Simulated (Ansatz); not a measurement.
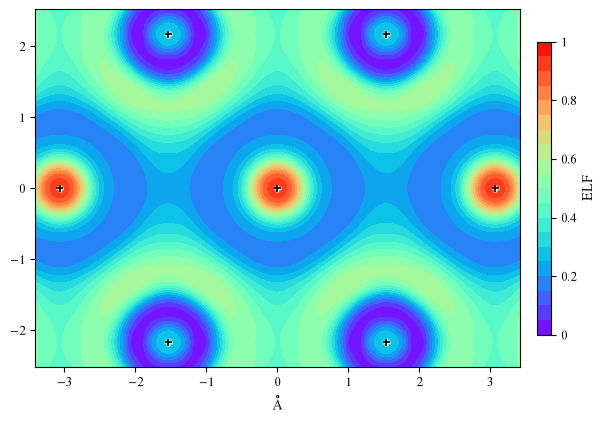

The ELF on a plane through atoms (crosses mark nuclei in the plane).

Computed with Ansatz 0.2.0, Kohn-Sham DFT of a periodic cell, B3LYP, Ansatz PAW.

Candidates:
A. AlCu, a = 3.07 Å, b = 3.07 Å, c = 3.07 Å, α = 90.00°, β = 90.00°, γ = 90.00°. Space group Pm-3m; a structure from a database of computed crystals, not necessarily the ambient phase.
B. Ir, a = 2.79 Å, b = 2.79 Å, c = 4.38 Å, α = 90.00°, β = 90.00°, γ = 120.00°. Space group P6₃/mmc; a structure from a database of computed crystals, not necessarily the ambient phase.

Which system is this?

Answer. Candidate A: AlCu on the (11̄0) plane of the conventional cell, which holds Cu and Al. Al–Cu (2.66 Å): the ELF is about 0.40 at the midpoint.
